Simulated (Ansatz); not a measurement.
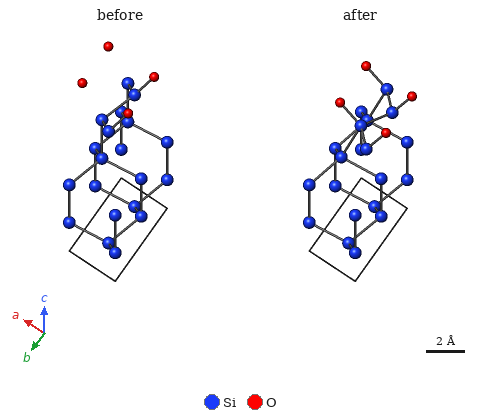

The structure of a slab of composition Si6O (cut from the Fd-3m phase) before (left) and after (right) a constrained relaxation, at one scale.

Style: ball-and-stick. Shown: the 1 × 2 repeat of the cell, outlined in the plane, without the vacuum, from a free direction.

Case: O put at a bridge Si-Si site. The slab is the (1 1 1) face of Si with O on it. 3 atoms are held fixed.

Theory: DFT PBEsol, scalar-relativistic, plane waves, PAW (Ansatz).

Input
```yaml
crystal:
  lattice:
    - [3.8417168278, 0.0, 0.0]
    - [-1.9208584139, 3.327024367, 0.0]
    - [0.0, 0.0, 26.0576844733]
  atoms:
    - { symbol: Si, position: [0.3333333333, 0.6666666667, 0.3261993601] }
    - { symbol: Si, position: [0.0, 0.0, 0.3562936366] }
    - { symbol: Si, position: [0.0, 0.0, 0.4465764664] }
    - { symbol: Si, position: [0.6666666667, 0.3333333333, 0.4759187077] }
    - { symbol: Si, position: [0.6666666667, 0.3333333333, 0.5684832977] }
    - { symbol: Si, position: [0.3333333333, 0.6666666667, 0.5943515468] }
    - { symbol: O, position: [0.0, 0.5, 0.6473109723], spin: 2.0 }
basis:
  ecutwfc: 420
kpoints:
  mp_grid: { grid: [9, 9, 1] }
hamiltonian:
  xc: pbesol
scf:
  occupations: { method: gaussian, width: 0.05 }
output:
  forces: true
  eigenvalues: true
  populations: true
  write_density: true
  write_potential: true
  elf: true
  volumetric_format: npy
magnetization:
  spin_polarized: true
relax:
  adjacent_minimum: "off"
  f_tol: 0.03
  max_steps: 70
  constraints: [{ sites: [0, 1, 2] }]
efield:
  axis: 3
  dipole_correction: true
  ramp_width: 0.04
```

Launched with:
```bash
ansatz run input.yaml --threads 1 --pin off --max-ram 2560MiB --backend cpu --events-out ev --progress --plain --runs-dir out
```

Q: Describe what moved and what it gained.

A: The largest move is that of O7, 1.41 Å at 45° to the normal (−c side). Largest moves by element: O 1.41 Å, Si 1.33 Å. The cell stays as it was. Near-neighbour distances that change, for instance: Si4–Si6 3.800 → 2.433 Å, Si5–O7 2.334 → 1.670 Å, Si5–Si6 2.318 → 2.183 Å, Si6–O7 1.770 → 1.686 Å. New bonds form: Si5–O7 (2.33 → 1.67 Å). Bond angles that change, for instance: Si4–Si5–Si6 106.9° → 61.3°, Si3–Si4–Si5 109.0° → 83.9°, Si5–Si6–O7 121.8° → 106.6°. After 12 geometry steps the energy has fallen by 1.119 eV per cell of the calculation. Largest force component: 3.7 eV/Å at the start, 0.0087 eV/Å at the end. The program noted that the starting moments weren't kept. Cost: 9 min on 1 thread of Intel(R) Xeon(R) 6975P-C (Granite Rapids), on a shared host, peak memory 0.87 GiB.

Limits of the set-up: the periodic images lie only 3.8 Å apart, so the values are limited by the cell's size.
